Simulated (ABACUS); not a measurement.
# Band-structure run of CuI (part 2 of 2)

CuI (2 atoms in the cell); Kohn-Sham DFT of a periodic cell, PBE, GBRV ultrasoft 1.5 PBE, no spin polarisation (ABACUS 3.10.1); cutoff 544.23 eV, fermi-dirac of 0.05 eV. The structure derives from an entry of the Crystallography Open Database. It belongs to a series of runs on one base structure; here: bands on the converged density.

Geometry of the input (Å; fractional positions):
```
0.0000  3.0315  3.0315
3.0315  0.0000  3.0315
3.0315  3.0315  0.0000
I  0.0000  0.0000  0.0000
Cu 0.7500  0.7500  0.7500
```

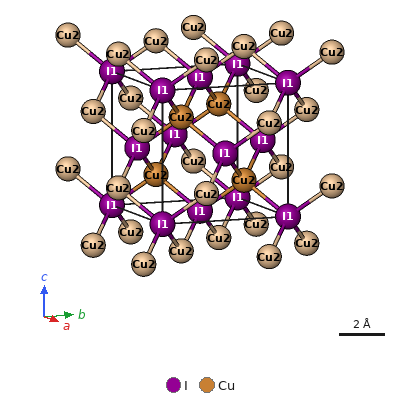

Figure 1. The structure (ball-and-stick view of the cell 4 times as large as that of the calculation, set on its symmetry axes, seen slightly off an axis; neighbours outside the cell are drawn fainter; atoms are numbered from 1 in the order of the input).

## Log, continued
```
 -------------------------------------------
 NONSELF-CONSISTENT
 -------------------------------------------
                                 init_chg = file
 try to read charge from file
 Read in the charge density: OUT.CuI//CuI-CHARGE-DENSITY.restart

 PW ALGORITHM --------------- ION=   1  ELEC=   1--------------------------------
 k(1/102) Iter steps (avg)=11 threshold=1e-07
 k(2/102) Iter steps (avg)=12 threshold=1e-07
 k(3/102) Iter steps (avg)=11 threshold=1e-07
 k(4/102) Iter steps (avg)=12 threshold=1e-07
 k(5/102) Iter steps (avg)=12 threshold=1e-07
 k(6/102) Iter steps (avg)=12 threshold=1e-07
 k(7/102) Iter steps (avg)=14 threshold=1e-07
 k(8/102) Iter steps (avg)=18 threshold=1e-07
 k(9/102) Iter steps (avg)=20 threshold=1e-07
 k(10/102) Iter steps (avg)=15 threshold=1e-07
 k(11/102) Iter steps (avg)=14 threshold=1e-07
 k(12/102) Iter steps (avg)=14 threshold=1e-07
 k(13/102) Iter steps (avg)=14 threshold=1e-07
 k(14/102) Iter steps (avg)=15 threshold=1e-07
 k(15/102) Iter steps (avg)=17 threshold=1e-07
 k(16/102) Iter steps (avg)=20 threshold=1e-07
 k(17/102) Iter steps (avg)=17 threshold=1e-07
 k(18/102) Iter steps (avg)=17 threshold=1e-07
 k(19/102) Iter steps (avg)=18 threshold=1e-07
 k(20/102) Iter steps (avg)=22 threshold=1e-07
 k(21/102) Iter steps (avg)=18 threshold=1e-07
 k(22/102) Iter steps (avg)=16 threshold=1e-07
 k(23/102) Iter steps (avg)=20 threshold=1e-07
 k(24/102) Iter steps (avg)=15 threshold=1e-07
 k(25/102) Iter steps (avg)=15 threshold=1e-07
 k(26/102) Iter steps (avg)=17 threshold=1e-07
[... levels at 26 k points of this process ...]

 Density error is 0.00000000000
                          Error Threshold = 1.00000000000e-07
----------------------------------------------------------
     Energy           Rydberg                 eV
----------------------------------------------------------
 E_KohnSham     -469.4747528024      -6387.5317052537
 E_KS(sigma->0) -469.4747527400      -6387.5317044052
 E_Harris       -469.4747528024      -6387.5317052537
 E_band         -39.2362538890       -533.8366210645
 E_one_elec     -417.3097019118      -5677.7897766824
 E_Hartree      217.8240403487       2963.6481101244
 E_xc           -87.3030817150       -1187.8193642832
 E_Ewald        -182.6860093996      -2485.5706727155
 E_entropy(-TS) -0.0000001247        -0.0000016971
 E_descf        0.0000000000         0.0000000000
 E_exx          0.0000000000         0.0000000000
 E_Fermi        0.5243200779         7.1337406359
----------------------------------------------------------

 charge density convergence is achieved
 final etot is -6387.5317053 eV
 EFERMI = 7.1337406359 eV

 STATE ENERGY(eV) AND OCCUPATIONS    NSPIN == 1
 1/26 kpoint (Cartesian) = 0.0000 0.0000 0.0000 (1639 pws)
       1       -104.908      0.0196078
       2       -62.3396      0.0196078
       3       -62.3396      0.0196078
       4       -62.3396      0.0196078
       5       -7.49999      0.0196078
       6        2.88126      0.0196078
       7        2.88126      0.0196078
       8        2.88126      0.0196078
       9        4.68928      0.0196078
      10        4.68928      0.0196078
      11        6.53990      0.0196077
      12        6.53990      0.0196077
      13        6.53990      0.0196077
      14        7.64766    6.73907e-07
      15        11.3993    1.74710e-39
      16        11.3993    1.74710e-39
      17        11.3993    1.74710e-39
      18        14.7200    2.50577e-68
      19        16.2480    1.34016e-81
      20        16.2480    1.34016e-81
      21        17.4189        0.00000
      22        17.4189        0.00000
      23        17.4189        0.00000

 2/26 kpoint (Cartesian) = 0.0000 0.016493 0.0000 (1619 pws)
       1       -104.908      0.0196078
       2       -62.3396      0.0196078
       3       -62.3396      0.0196078
       4       -62.3396      0.0196078
       5       -7.48404      0.0196078
       6        2.82332      0.0196078
       7        2.87841      0.0196078
       8        2.87841      0.0196078
       9        4.68384      0.0196078
      10        4.69146      0.0196078
      11        6.38593      0.0196078
      12        6.48532      0.0196078
      13        6.48532      0.0196078
      14        7.88489    5.86233e-09
      15        11.2638    2.62781e-38
      16        11.4956    2.54604e-40
      17        11.4956    2.54604e-40
      18        14.9209    4.50419e-70
      19        15.7468    3.02364e-77
      20        16.2737    8.00915e-82
      21        17.4956        0.00000
      22        17.4956        0.00000
      23        17.8113        0.00000

 3/26 kpoint (Cartesian) = 0.0000 0.032987 0.0000 (1591 pws)
       1       -104.908      0.0196078
       2       -62.3396      0.0196078
       3       -62.3396      0.0196078
       4       -62.3396      0.0196078
       5       -7.43724      0.0196078
       6        2.65934      0.0196078
       7        2.87007      0.0196078
       8        2.87007      0.0196078
       9        4.66820      0.0196078
      10        4.69780      0.0196078
      11        6.11288      0.0196078
      12        6.33624      0.0196078
      13        6.33624      0.0196078
      14        8.38757    2.52211e-13
      15        10.9389    1.74402e-35
      16        11.7697    1.05898e-42
      17        11.7697    1.05898e-42
      18        14.8525    1.77212e-69
      19        15.5596    1.27680e-75
      20        16.3509    1.71142e-82
      21        17.7250        0.00000
      22        17.7250        0.00000
      23        18.3184        0.00000

 4/26 kpoint (Cartesian) = 0.0000 0.049480 0.0000 (1603 pws)
       1       -104.908      0.0196078
       2       -62.3396      0.0196078
       3       -62.3396      0.0196078
       4       -62.3396      0.0196078
       5       -7.36279      0.0196078
       6        2.41561      0.0196078
       7        2.85708      0.0196078
       8        2.85708      0.0196078
       9        4.64470      0.0196078
      10        4.70764      0.0196078
      11        5.85890      0.0196078
      12        6.12647      0.0196078
      13        6.12647      0.0196078
      14        8.95553    2.94128e-18
      15        10.5527    3.94483e-32
      16        12.1875    2.49031e-46
      17        12.1875    2.49031e-46
      18        14.1475    2.35477e-63
      19        16.3144    3.55108e-82
      20        16.4787    1.32748e-83
      21        18.1051        0.00000
      22        18.1051        0.00000
      23        18.7478        0.00000

 5/26 kpoint (Cartesian) = 0.0000 0.065974 0.0000 (1607 pws)
       1       -104.908      0.0196078
       2       -62.3396      0.0196078
       3       -62.3396      0.0196078
       4       -62.3396      0.0196078
       5       -7.26610      0.0196078
       6        2.12649      0.0196078
       7        2.84090      0.0196078
       8        2.84090      0.0196078
       9        4.61715      0.0196078
      10        4.72009      0.0196078
      11        5.64034      0.0196078
      12        5.89155      0.0196078
      13        5.89155      0.0196078
      14        9.46206    1.17190e-22
      15        10.1849    6.16839e-29
      16        12.7130    6.78084e-51
      17        12.7130    6.78084e-51
      18        13.6500    4.92743e-59
      19        16.6562    3.81115e-85
      20        17.2219        0.00000
      21        18.6318        0.00000
      22        18.6318        0.00000
      23        19.1872        0.00000

 6/26 kpoint (Cartesian) = 0.0000 0.082467 0.0000 (1612 pws)
       1       -104.908      0.0196078
       2       -62.3397      0.0196078
       3       -62.3396      0.0196078
       4       -62.3396      0.0196078
       5       -7.15481      0.0196078
       6        1.82543      0.0196078
       7        2.82320      0.0196078
       8        2.82320      0.0196078
       9        4.59068      0.0196078
      10        4.73387      0.0196078
      11        5.44638      0.0196078
      12        5.65962      0.0196078
      13        5.65962      0.0196078
      14        9.73105    5.40132e-25
      15        9.91806    1.28276e-26
      16        13.3177    3.79374e-56
      17        13.3177    3.79373e-56
      18        13.5048    9.00428e-58
      19        16.8802    4.32637e-87
      20        18.2022        0.00000
      21        19.2988        0.00000
      22        19.2988        0.00000
      23        19.7012        0.00000

[... levels at 20 further k points ...]

 --------------------------------------------
 !FINAL_ETOT_IS -6387.531705253706 eV
 --------------------------------------------

 Output bands in file: OUT.CuI/BANDS_1.dat
```

## Standard output
```
ABACUS v3.10.1

               Atomic-orbital Based Ab-initio Computation at UStc

%%%%%%%%%%%%%%%%%%%%%%%%%%%%%%%%%%%%%%%%%%%%%%%%%%%%%%%%%%%%%%%%%%%%%%%%%%%%%%%%%%%%%%%%%%%%%%%%%%%%%%%%%
 Warning: the number of valence electrons in pseudopotential > 11 for Cu: [Ar] 3d10 4s1
 Pseudopotentials with additional electrons can yield (more) accurate outcomes, but may be less efficient.
 If you're confident that your chosen pseudopotential is appropriate, you can safely ignore this warning.
%%%%%%%%%%%%%%%%%%%%%%%%%%%%%%%%%%%%%%%%%%%%%%%%%%%%%%%%%%%%%%%%%%%%%%%%%%%%%%%%%%%%%%%%%%%%%%%%%%%%%%%%%

 UNIFORM GRID DIM        : 36 * 36 * 36
 UNIFORM GRID DIM(BIG)   : 48 * 48 * 48
 UNIFORM GRID DIM(DENSE) : 48 * 48 * 48
 ---------------------------------------------------------
 ---------------------------------------------------------
 SPIN    KPOINTS         PROCESSORS  THREADS
 1       102             4           4
 ---------------------------------------------------------
 Use plane wave basis
 ---------------------------------------------------------
 ELEMENT NATOM       XC
 I       1
 Cu      1
 ---------------------------------------------------------
 Initial plane wave basis and FFT box
 ---------------------------------------------------------
 -------------------------------------------
 NONSELF-CONSISTENT :
 -------------------------------------------
 START CHARGE      : file
 ITER       ETOT/eV          EDIFF/eV         DRHO     TIME/s
 DA1     -6.38753171e+03   0.00000000e+00   0.0000e+00   6.32
```

## Summary

| quantity | value |
| --- | --- |
| outcome | converged |
| space group (tolerance 0.01 Å) | F-43m (216) |
| electrons treated | 26 |
| Fermi energy of the self-consistent step | 7.124 eV |
| gap on the band path | 1.11 eV |
| wall time | 8.4 s (CPU time 33 s) |
| peak memory | 0.8 GiB |
